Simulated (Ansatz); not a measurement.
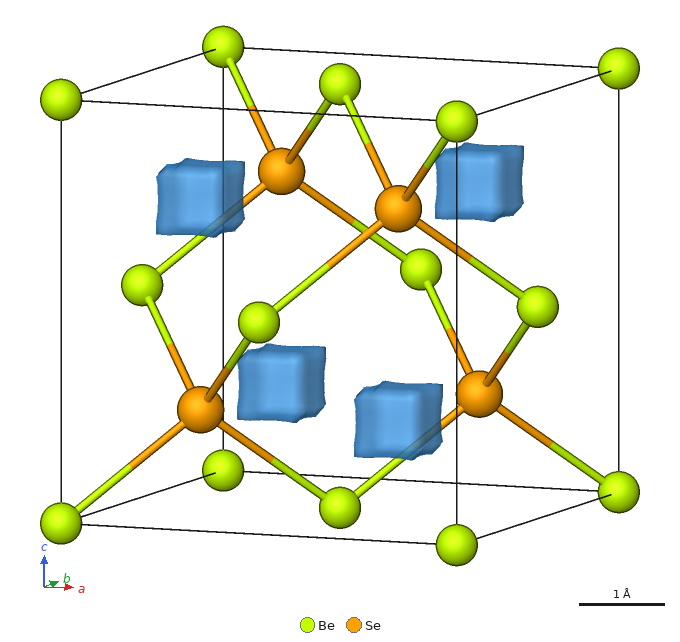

The blue surface encloses the points that the centre of a probe sphere of radius 0.30 Å can occupy in BeSe (F-43m), computed on a grid of about 0.14 Å (1×1×1 cells shown, view slightly off an axis; pale faces close the region where the box cuts it).

The atoms' radii are Shannon crystal radii (six-coordinate where tabulated): Be 0.59 Å, Se 1.84 Å.

Origin of the cell: a calculation's input that goes back to an entry of the Crystallography Open Database (an earlier step may have relaxed or displaced it).

```
Be Se
1.0
     5.07000    0.00000    0.00000
     0.00000    5.07000    0.00000
     0.00000    0.00000    5.07000
Be Se
4 4
Direct
  0.00000 0.00000 0.00000
  0.00000 0.50000 0.50000
  0.50000 0.00000 0.50000
  0.50000 0.50000 0.00000
  0.25000 0.25000 0.25000
  0.25000 0.75000 0.75000
  0.75000 0.25000 0.75000
  0.75000 0.75000 0.25000
```

Q: Is the space open to the probe made of pockets or channels?

A: They are isolated pockets that do not connect across cells.

Q: What share of the cell can the probe's centre reach?

A: About 1.9 % of the volume (2.5 Å³ of 130.3 Å³).

Q: Give the largest included and the largest free sphere.

A: The largest sphere that fits anywhere has a diameter of 1.39 Å; the largest that can travel through the crystal, about 0.5 Å.

Q: How does the connectivity change as the probe shrinks?

A: Below a radius of about 0.23 Å the space forms a three-dimensional network. These are grid estimates, good to about 0.05 Å.
